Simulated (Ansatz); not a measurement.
# Pt: geometry relaxation (part 1 of 3)

System: Pt (defect cell, 61 atoms in the cell).
Method: DFT PBE, scalar-relativistic, plane waves, PAW, no spin polarisation (Ansatz 0.2.0).

The structure derives from a Materials Project entry. It belongs to a series of runs on one base structure; here: Pt vacancy (site a), charge +0, atoms relaxed at the host's cell.

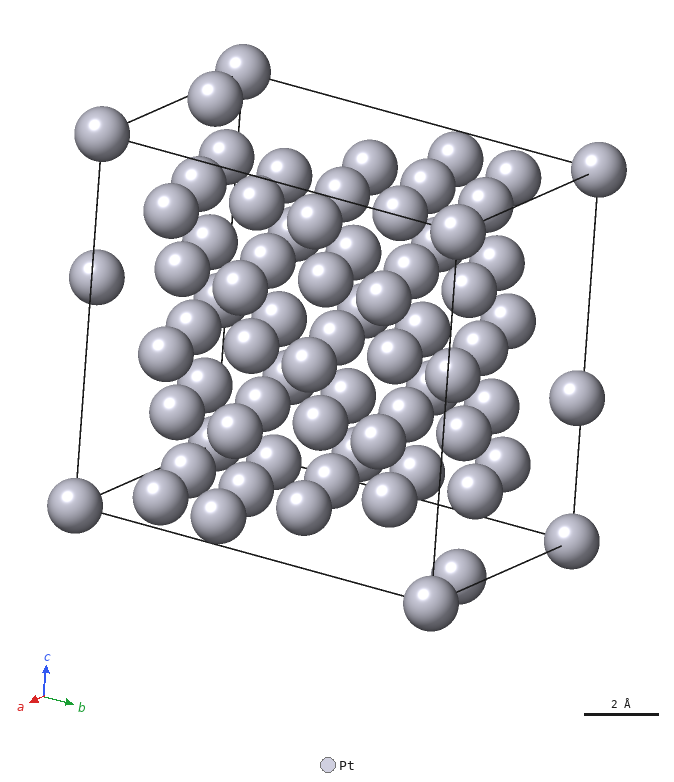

Fig. 1: The structure as given in the input (spheres-only view of the cell of the calculation, seen slightly off an axis).

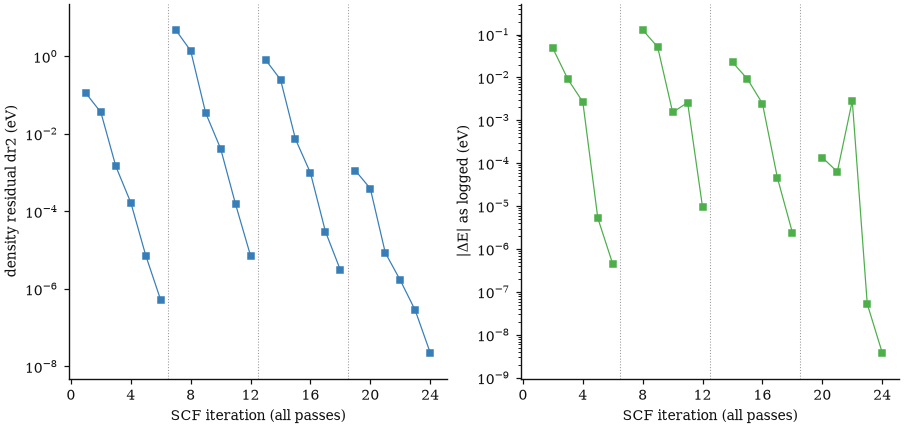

Fig. 2: Convergence of the self-consistent field: density residual dr2 and size of the energy change against the SCF iteration. The dotted lines part the SCF passes of the relaxation: geometry steps, rejected trials and re-solves on a re-selected basis. The passes take 6, 6, 6 and 6 iterations.

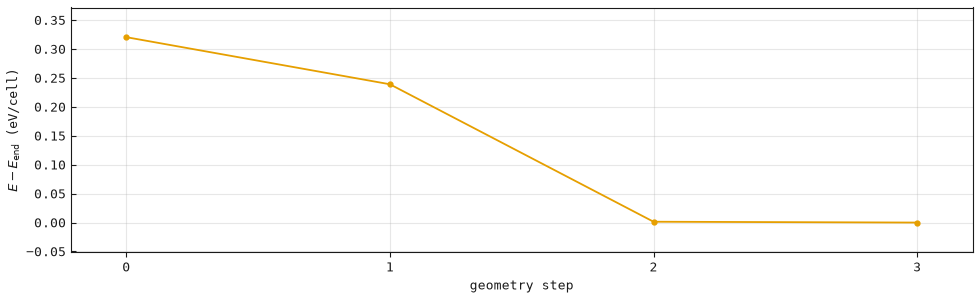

Fig. 3: Progress of the relaxation, step by step (the first geometry is step 0 here and step 1 in the log).

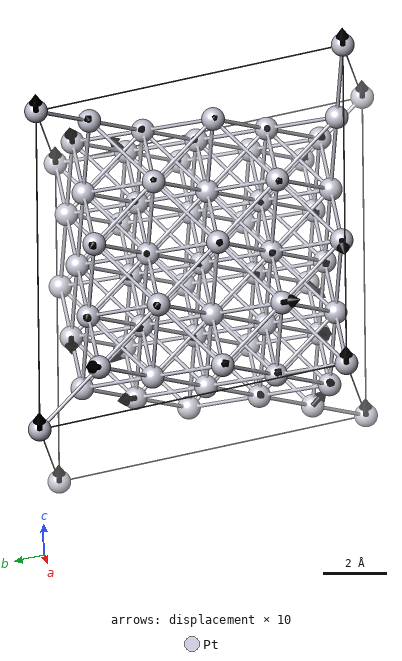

Fig. 4: The starting structure with the displacements as black arrows, magnified 10 times (ball-and-stick view of the cell of the calculation, seen at an oblique angle). The largest moves, 0.076 Å, are those of Pt2, Pt28, Pt38, Pt39, Pt42 and Pt55. The lattice vectors keep their values. Distances before and after: Pt26–Pt42 2.807 → 2.890 Å, Pt11–Pt38 2.807 → 2.732 Å, Pt10–Pt11 2.807 → 2.883 Å, Pt11–Pt40 2.807 → 2.738 Å. Over 3 geometry steps the energy falls by 0.321 eV per cell of the calculation. The largest force component goes from 0.45 to 0.0062 eV/Å. (Atoms are counted from 1 in the order of the input.)

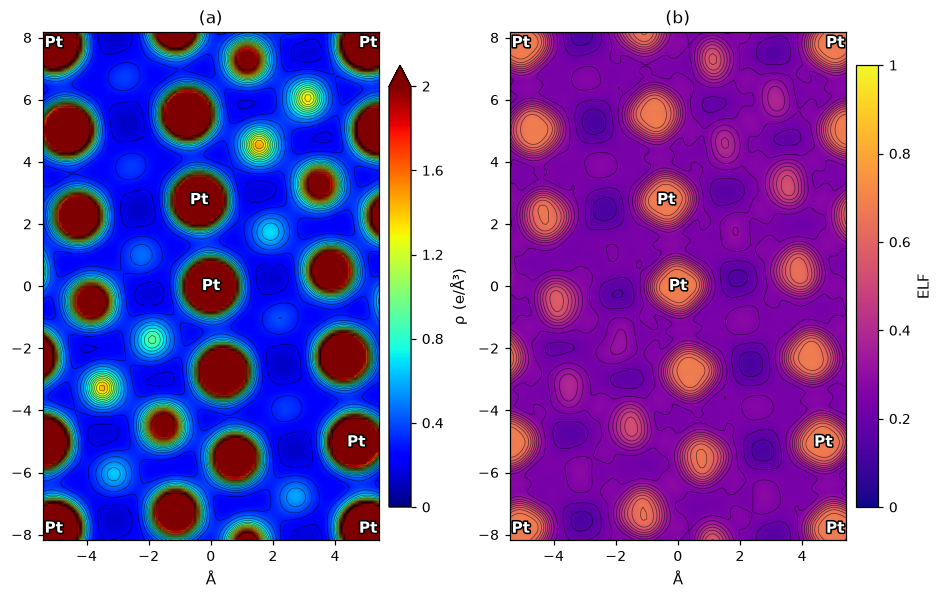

Fig. 5: (a) valence charge density (pseudo); (b) electron localisation function on the (110) plane of the calculation cell. The section cuts through Pt sites. Pt–Pt (2.80 Å): ρ is about 0.36 e/Å³ halfway; the ELF is about 0.30 at the midpoint (no localised pair between them). Pt–Pt (2.80 Å): ρ at the midpoint is about 0.36 e/Å³; the ELF is about 0.30 at the midpoint (no shared electron pair). Away from the nuclei the density in this plane falls to 0.13 e/Å³ at its lowest. The strong features right at Pt lie inside the PAW spheres (semicore, d or f shells) and say nothing about bonding. In a PAW calculation such maps are meaningful between the atoms, not at the nuclei.

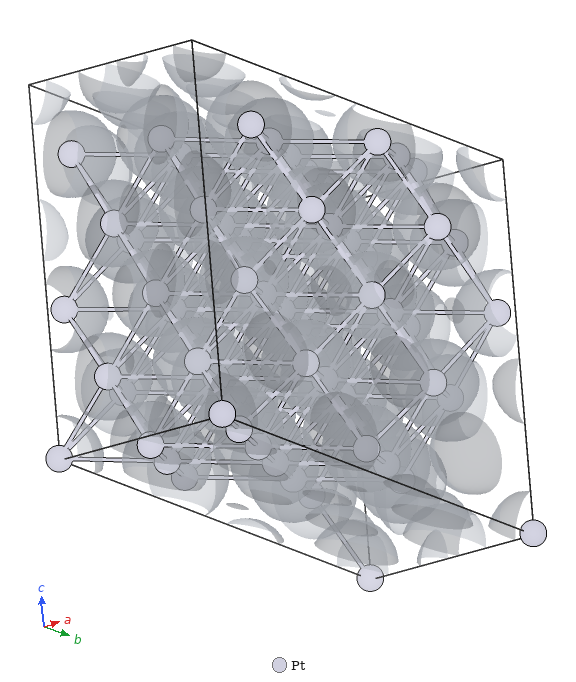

Fig. 6: Isosurface of the valence charge density (pseudo) at 0.5 e/Å³ (grey), seen at an oblique angle. Sticks mark near contacts. The outline is the calculation cell. At this value the density breaks into separate islands; it holds about 85 % of the electrons treated as valence (semicore included). It is pinched off along the Pt–Pt (2.73 Å), Pt–Pt (2.78 Å), Pt–Pt (2.82 Å) and Pt–Pt (2.88 Å) contacts. On the grid the lowest density along these lines, outside the cores, is 0.41 e/Å³ (Pt–Pt, 2.73 Å), 0.37 e/Å³ (Pt–Pt, 2.78 Å), 0.34 e/Å³ (Pt–Pt, 2.82 Å) and 0.31 e/Å³ (Pt–Pt, 2.88 Å).

The input that produced these results follows, with the program's output.

## Input file
```yaml
crystal:
  lattice:
    - [-1.9851153494, -9.9255767469, 0.0]
    - [9.9255767469, 0.0, -1.9851153494]
    - [0.0, 1.9851153494, 9.9255767469]
  atoms:
    - { symbol: Pt, position: [0.8225806452, 0.564516129, 0.1129032258] }
    - { symbol: Pt, position: [0.6290322581, 0.7258064516, 0.1451612903] }
    - { symbol: Pt, position: [0.435483871, 0.8870967742, 0.1774193548] }
    - { symbol: Pt, position: [0.8709677419, 0.7741935484, 0.3548387097] }
    - { symbol: Pt, position: [0.6774193548, 0.935483871, 0.3870967742] }
    - { symbol: Pt, position: [0.9193548387, 0.9838709677, 0.5967741935] }
    - { symbol: Pt, position: [0.8064516129, 0.1612903226, 0.0322580645] }
    - { symbol: Pt, position: [0.6129032258, 0.3225806452, 0.064516129] }
    - { symbol: Pt, position: [0.4193548387, 0.4838709677, 0.0967741935] }
    - { symbol: Pt, position: [0.2258064516, 0.6451612903, 0.1290322581] }
    - { symbol: Pt, position: [0.0322580645, 0.8064516129, 0.1612903226] }
    - { symbol: Pt, position: [0.8548387097, 0.3709677419, 0.2741935484] }
    - { symbol: Pt, position: [0.6612903226, 0.5322580645, 0.3064516129] }
    - { symbol: Pt, position: [0.4677419355, 0.6935483871, 0.3387096774] }
    - { symbol: Pt, position: [0.2741935484, 0.8548387097, 0.3709677419] }
    - { symbol: Pt, position: [0.9032258065, 0.5806451613, 0.5161290323] }
    - { symbol: Pt, position: [0.7096774194, 0.7419354839, 0.5483870968] }
    - { symbol: Pt, position: [0.5161290323, 0.9032258065, 0.5806451613] }
    - { symbol: Pt, position: [0.9516129032, 0.7903225806, 0.7580645161] }
    - { symbol: Pt, position: [0.7580645161, 0.9516129032, 0.7903225806] }
    - { symbol: Pt, position: [0.4032258065, 0.0806451613, 0.0161290323] }
    - { symbol: Pt, position: [0.2096774194, 0.2419354839, 0.0483870968] }
    - { symbol: Pt, position: [0.0161290323, 0.4032258065, 0.0806451613] }
    - { symbol: Pt, position: [0.6451612903, 0.1290322581, 0.2258064516] }
    - { symbol: Pt, position: [0.4516129032, 0.2903225806, 0.2580645161] }
    - { symbol: Pt, position: [0.2580645161, 0.4516129032, 0.2903225806] }
    - { symbol: Pt, position: [0.064516129, 0.6129032258, 0.3225806452] }
    - { symbol: Pt, position: [0.8870967742, 0.1774193548, 0.435483871] }
    - { symbol: Pt, position: [0.6935483871, 0.3387096774, 0.4677419355] }
    - { symbol: Pt, position: [0.5, 0.5, 0.5] }
    - { symbol: Pt, position: [0.3064516129, 0.6612903226, 0.5322580645] }
    - { symbol: Pt, position: [0.1129032258, 0.8225806452, 0.564516129] }
    - { symbol: Pt, position: [0.935483871, 0.3870967742, 0.6774193548] }
    - { symbol: Pt, position: [0.7419354839, 0.5483870968, 0.7096774194] }
    - { symbol: Pt, position: [0.5483870968, 0.7096774194, 0.7419354839] }
    - { symbol: Pt, position: [0.3548387097, 0.8709677419, 0.7741935484] }
    - { symbol: Pt, position: [0.9838709677, 0.5967741935, 0.9193548387] }
    - { symbol: Pt, position: [0.7903225806, 0.7580645161, 0.9516129032] }
    - { symbol: Pt, position: [0.5967741935, 0.9193548387, 0.9838709677] }
    - { symbol: Pt, position: [0.0, 0.0, 0.0] }
    - { symbol: Pt, position: [0.2419354839, 0.0483870968, 0.2096774194] }
    - { symbol: Pt, position: [0.0483870968, 0.2096774194, 0.2419354839] }
    - { symbol: Pt, position: [0.4838709677, 0.0967741935, 0.4193548387] }
    - { symbol: Pt, position: [0.2903225806, 0.2580645161, 0.4516129032] }
    - { symbol: Pt, position: [0.0967741935, 0.4193548387, 0.4838709677] }
    - { symbol: Pt, position: [0.7258064516, 0.1451612903, 0.6290322581] }
    - { symbol: Pt, position: [0.5322580645, 0.3064516129, 0.6612903226] }
    - { symbol: Pt, position: [0.3387096774, 0.4677419355, 0.6935483871] }
    - { symbol: Pt, position: [0.1451612903, 0.6290322581, 0.7258064516] }
    - { symbol: Pt, position: [0.9677419355, 0.1935483871, 0.8387096774] }
    - { symbol: Pt, position: [0.7741935484, 0.3548387097, 0.8709677419] }
    - { symbol: Pt, position: [0.5806451613, 0.5161290323, 0.9032258065] }
    - { symbol: Pt, position: [0.3870967742, 0.6774193548, 0.935483871] }
    - { symbol: Pt, position: [0.1935483871, 0.8387096774, 0.9677419355] }
    - { symbol: Pt, position: [0.0806451613, 0.0161290323, 0.4032258065] }
    - { symbol: Pt, position: [0.3225806452, 0.064516129, 0.6129032258] }
    - { symbol: Pt, position: [0.1290322581, 0.2258064516, 0.6451612903] }
    - { symbol: Pt, position: [0.564516129, 0.1129032258, 0.8225806452] }
    - { symbol: Pt, position: [0.3709677419, 0.2741935484, 0.8548387097] }
    - { symbol: Pt, position: [0.1774193548, 0.435483871, 0.8870967742] }
    - { symbol: Pt, position: [0.1612903226, 0.0322580645, 0.8064516129] }
basis:
  ecutwfc: 420
  xc_grid: 2
kpoints:
  mp_grid: { grid: [3, 3, 3], shift: [0.0, 0.0, 0.0] }
hamiltonian:
  xc: pbe
scf:
  occupations: { method: gaussian, width: 0.1 }
output:
  forces: true
  stress: false
  eigenvalues: true
  write_density: true
  write_potential: true
  elf: true
  volumetric_format: npy
relax:
  adjacent_minimum: "off"
  f_tol: 0.025
  max_steps: 45
```

Launched with:
```bash
ansatz run input.yaml --threads 8 --pin off --max-ram 20480MiB --backend cpu --events-out ev --progress --plain --runs-dir out
```

## Log
```
Engine: ansatz 0.2.0, x86_64-unknown-linux-gnu
Pseudopotentials: kind: paw
Pseudopotential: Pt, paw, valence charge 18, recommended cutoff 420 eV (normal), Pt.paw.azcp
Functional definition: PBE
  parameter kappa = 0.804
  parameter beta = 0.06672455060314922
  exchange = pbe_x(kappa = kappa, mu = beta*pi^2/3)
  correlation = pbe_c(beta = beta)
Crystal: 61 atoms, lattice volume = 970.016 Å³
Basis set: ecut = 420 eV, 18939 PW (Γ), exchange–correlation on 144×144×144 points (8 copies of the dense FFT grid, shifted against one another)
Bands: 659, of which v1, the nominal top of the filled ones, is band 549 counted from 1 (548 counted from 0)
Symmetry: 6 space group operations
Space group: R-3 (ITA 148), of the structure as read, at distance tolerance 9.9e-5 Å
k-points: 6 of 27
Non-local potential: Pt, projectors of the file, l = 0: 3, l = 1: 2, l = 2: 2, l = 3: 1
PAW form: soft (Blöchl's): semilocal exchange-correlation on the pseudo side does not see the compensation charge
PAW one-centre angular grid: Pt, 590 points (default); XC on 64 Gauss nodes
Initial density: superposition of atomic densities (neutral atoms: chi_scale 0, normalization atom), corrected by the library's trained network
Initial wavefunctions: pseudopotential atomic-orbital guess
Functional: x = pbe(κ = 0.804, μ = 0.2195149727645171), c = pbe(β = 0.06672455060314922)
SCF iter   1: F=—  HF=-763902.888400 eV  |F-HF|=—  |Δ(HF+E_count)|=         —  Δρ=3.95e-3  dr2=1.12e-1  ethr=1.77e-3  ⟨swp⟩=5.0  Hψ=12498  notcnv=0  defer=347
preconditioner: auto → Kerker (q_TF=auto, 2.785 Å⁻¹)  [metal: Δε(μ)=0.002 eV  Ē_g=8.186 eV  σ=0.100 eV  W_gap=0.01  n_scr=364 (ndim 8)  ℏωp=29.4 eV  f_vac=0.005  D(μ)=138.48/eV (n_scr^D=2172)]
SCF iter   2: F=—  HF=-763902.935955 eV  |F-HF|=—  |Δ(HF+E_count)|=   4.76e-2  Δρ=2.11e-3  dr2=3.59e-2  ethr=1.02e-5  ⟨swp⟩=2.0  Hψ=5866  notcnv=0  defer=376
SCF iter   3: F=—  HF=-763902.945056 eV  |F-HF|=—  |Δ(HF+E_count)|=   9.10e-3  Δρ=2.23e-4  dr2=1.45e-3  ethr=3.27e-6  ⟨swp⟩=2.0  Hψ=4726  notcnv=0  defer=376
SCF iter   4: F=—  HF=-763902.947735 eV  |F-HF|=—  |Δ(HF+E_count)|=   2.68e-3  Δρ=7.39e-5  dr2=1.68e-4  ethr=1.32e-7  ⟨swp⟩=2.0  Hψ=5199  notcnv=0  defer=376
iter 5 did not close the SCF: its close was put off for the readings that it lacked (scf_convergence_deferred on its scf_iter line)
SCF iter   5: F=-763902.947736 eV  HF=-763902.947741 eV  |F-HF|=4.43e-6  |Δ(HF+E_count)|=   5.29e-6  Δρ=2.01e-5  dr2=7.25e-6  ethr=1.53e-8  ⟨swp⟩=2.0  Hψ=5277  notcnv=0  defer=376
SCF iter   6: F=-763902.947741 eV  HF=-763902.947741 eV  |F-HF|=3.02e-7  |Δ(HF+E_count)|=   4.47e-7  Δρ=4.88e-6  dr2=5.11e-7  ethr=6.60e-10  ⟨swp⟩=13.0  Hψ=29035  notcnv=0
SCF 1 converged in 6 iterations: F = -763902.947741 eV  dr2 = 5.11e-7
  greatest PAW one-centre occupation: 1.000 electrons in one spin orbital (limit 2), on the Pt atom at site 40 (counted from 0), in its partial waves of l = 0
relax step   1: F+E_penalty+E_count = -763902.94774092 eV  Δ(F+E_penalty+E_count) = +0.000e0 eV  max|allowed force component| = 4.506e-1 eV/Å  Δτ_max = 0.0000 Å  (6 SCF iters, dr2 threshold 1.56e-5 eV, accepted)
Initial density: handed on by an earlier stage of this run
Initial wavefunctions: those handed on with the density
iter 1 solved again at ethr=4.39e-4 eV; its pass at ethr=3.10e-3 eV (dr2=4.82e0 eV) is discarded
SCF iter   1: F=—  HF=-763903.207589 eV  |F-HF|=—  |Δ(HF+E_count)|=         —  Δρ=1.49e-2  dr2=4.81e0  ethr=4.39e-4  ⟨swp⟩=1.0  Hψ=12999  notcnv=0  defer=501
preconditioner: auto → Kerker (q_TF=auto, 2.785 Å⁻¹)  [metal: Δε(μ)=0.003 eV  Ē_g=8.159 eV  σ=0.100 eV  W_gap=0.02  n_scr=364 (ndim 8)  ℏωp=29.4 eV  f_vac=0.003  D(μ)=126.27/eV (n_scr^D=1842)]
SCF iter   2: F=—  HF=-763903.079125 eV  |F-HF|=—  |Δ(HF+E_count)|=   1.28e-1  Δρ=7.65e-3  dr2=1.39e0  ethr=4.38e-4  ⟨swp⟩=1.0  Hψ=3450  notcnv=0  defer=501
SCF iter   3: F=—  HF=-763903.028152 eV  |F-HF|=—  |Δ(HF+E_count)|=   5.10e-2  Δρ=7.80e-4  dr2=3.47e-2  ethr=1.27e-4  ⟨swp⟩=1.0  Hψ=3450  notcnv=0  defer=501
SCF iter   4: F=—  HF=-763903.026617 eV  |F-HF|=—  |Δ(HF+E_count)|=   1.54e-3  Δρ=2.38e-4  dr2=4.16e-3  ethr=3.16e-6  ⟨swp⟩=1.0  Hψ=3450  notcnv=0  defer=501
SCF iter   5: F=—  HF=-763903.029206 eV  |F-HF|=—  |Δ(HF+E_count)|=   2.59e-3  Δρ=6.60e-5  dr2=1.52e-4  ethr=3.79e-7  ⟨swp⟩=1.2  Hψ=3463  notcnv=0  defer=501
SCF iter   6: F=-763903.029192 eV  HF=-763903.029197 eV  |F-HF|=4.75e-6  |Δ(HF+E_count)|=   9.35e-6  Δρ=1.65e-5  dr2=7.15e-6  ethr=1.16e-9  ⟨swp⟩=14.3  Hψ=30522  notcnv=0
SCF 2 converged in 6 iterations: F = -763903.029192 eV  dr2 = 7.15e-6
  greatest PAW one-centre occupation: 1.000 electrons in one spin orbital (limit 2), on the Pt atom at site 39 (counted from 0), in its partial waves of l = 0
relax step   2: F+E_penalty+E_count = -763903.02919209 eV  Δ(F+E_penalty+E_count) = -8.145e-2 eV  max|allowed force component| = 4.558e-1 eV/Å  Δτ_max = 0.1323 Å  (6 SCF iters, dr2 threshold 1.27e-5 eV, accepted)
SCF iter   1: F=—  HF=-763903.296172 eV  |F-HF|=—  |Δ(HF+E_count)|=         —  Δρ=6.17e-3  dr2=8.15e-1  ethr=8.09e-4  ⟨swp⟩=3.8  Hψ=8032  notcnv=0  defer=504
preconditioner: auto → Kerker (q_TF=auto, 2.785 Å⁻¹)  [metal: Δε(μ)=0.000 eV  Ē_g=8.177 eV  σ=0.100 eV  W_gap=0.00  n_scr=364 (ndim 8)  ℏωp=29.4 eV  f_vac=0.004  D(μ)=136.81/eV (n_scr^D=2112)]
SCF iter   2: F=—  HF=-763903.273585 eV  |F-HF|=—  |Δ(HF+E_count)|=   2.26e-2  Δρ=3.20e-3  dr2=2.52e-1  ethr=7.42e-5  ⟨swp⟩=1.0  Hψ=4548  notcnv=0  defer=504
SCF iter   3: F=—  HF=-763903.264454 eV  |F-HF|=—  |Δ(HF+E_count)|=   9.13e-3  Δρ=3.31e-4  dr2=7.30e-3  ethr=2.29e-5  ⟨swp⟩=1.0  Hψ=3450  notcnv=0  defer=504
SCF iter   4: F=—  HF=-763903.266904 eV  |F-HF|=—  |Δ(HF+E_count)|=   2.45e-3  Δρ=1.15e-4  dr2=9.83e-4  ethr=6.65e-7  ⟨swp⟩=1.8  Hψ=3455  notcnv=0  defer=504
SCF iter   5: F=—  HF=-763903.266858 eV  |F-HF|=—  |Δ(HF+E_count)|=   4.55e-5  Δρ=3.55e-5  dr2=3.03e-5  ethr=8.95e-8  ⟨swp⟩=2.0  Hψ=3684  notcnv=0  defer=504
SCF iter   6: F=-763903.266854 eV  HF=-763903.266856 eV  |F-HF|=1.72e-6  |Δ(HF+E_count)|=   2.42e-6  Δρ=1.02e-5  dr2=3.07e-6  ethr=1.18e-9  ⟨swp⟩=15.5  Hψ=30755  notcnv=0
SCF 3 converged in 6 iterations: F = -763903.266854 eV  dr2 = 3.07e-6
relax step   3: F+E_penalty+E_count = -763903.26685404 eV  Δ(F+E_penalty+E_count) = -2.377e-1 eV  max|allowed force component| = 2.616e-2 eV/Å  Δτ_max = 0.0540 Å  (6 SCF iters, dr2 threshold 1.30e-5 eV, accepted)
```
